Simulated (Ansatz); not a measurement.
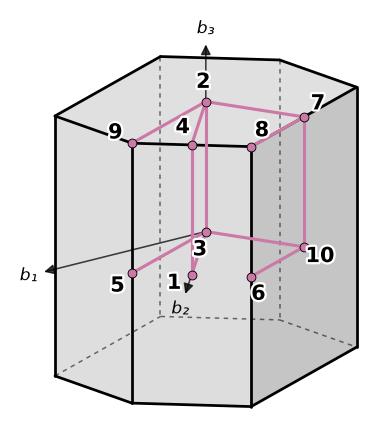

For C, the geometry relaxed with Ansatz 0.2.0, DFT PBE, scalar-relativistic, plane waves, PAW; the starting structure was generated, so it need not be a known form of this composition: the first Brillouin zone of a base-centred orthorhombic lattice (oC; extended symbol oC1) is drawn with its special points numbered. The drawing is computed from the coordinates (standard cell, symmetry found to 0.002 Å).

a = 2.474 Å, b = 6.065 Å, c = 2.470 Å, α = 90.00°, β = 90.00°, γ = 90.00°.

Labels and path follow the convention of Hinuma et al. (2017), as computed by seekpath; the arrows show the directions of the reciprocal primitive vectors b₁, b₂, b₃, in which coordinates are given.

**Give the label and coordinates of each numbered point.**

| no. | label | coordinates |
| --- | --- | --- |
| 1 | S | (0, 1/2, 0) |
| 2 | Z | (0, 0, 1/2) |
| 3 | Γ | (0, 0, 0) |
| 4 | R | (0, 1/2, 1/2) |
| 5 | Σ₀ | (0.292, 0.292, 0) |
| 6 | C₀ | (−0.292, 0.708, 0) |
| 7 | T | (−1/2, 1/2, 1/2) |
| 8 | E₀ | (−0.292, 0.708, 1/2) |
| 9 | A₀ | (0.292, 0.292, 1/2) |
| 10 | Y | (−1/2, 1/2, 0) |
